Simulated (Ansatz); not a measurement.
```cif
data_structure
_symmetry_space_group_name_H-M 'P 1'
_symmetry_Int_Tables_number 1
_cell_length_a 3.5590
_cell_length_b 3.5590
_cell_length_c 3.5590
_cell_angle_alpha 90.000
_cell_angle_beta 90.000
_cell_angle_gamma 90.000
_cell_volume 45.08
loop_
_atom_site_label
_atom_site_type_symbol
_atom_site_fract_x
_atom_site_fract_y
_atom_site_fract_z
_atom_site_occupancy
Ti1 Ti 0.00000 0.00000 0.00000 1
Co1 Co 0.00000 0.50000 0.50000 1
Co2 Co 0.50000 0.00000 0.50000 1
Co3 Co 0.50000 0.50000 0.00000 1
```

Space group Pm-3m; computed pressure about 5 GPa in this cell; spin-polarised.

Theory: DFT r2SCAN, scalar-relativistic, plane waves, PAW (Ansatz).

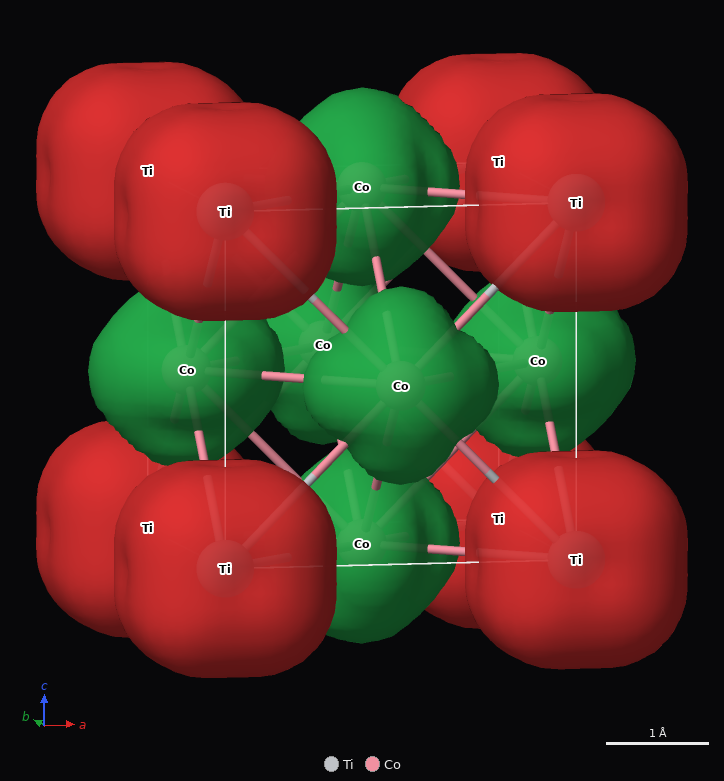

TiCo3. Isosurfaces of the spin density (up minus down) at +0.04 (green) and −0.04 e/Å³ (red), seen slightly off an axis. Sticks mark near contacts.

In a PAW calculation such maps are meaningful between the atoms, not at the nuclei.

Q: Which atoms carry the moments, and with what signs?

A: The spin density sits on Ti: −0.6 μB; Co: +1.3 μB (×3) in one cell of 4 atoms: ferrimagnetic (opposed moments on unlike sites) in this solution. The cell of the calculation (4 atoms) carries 2.8 μB of net spin moment.
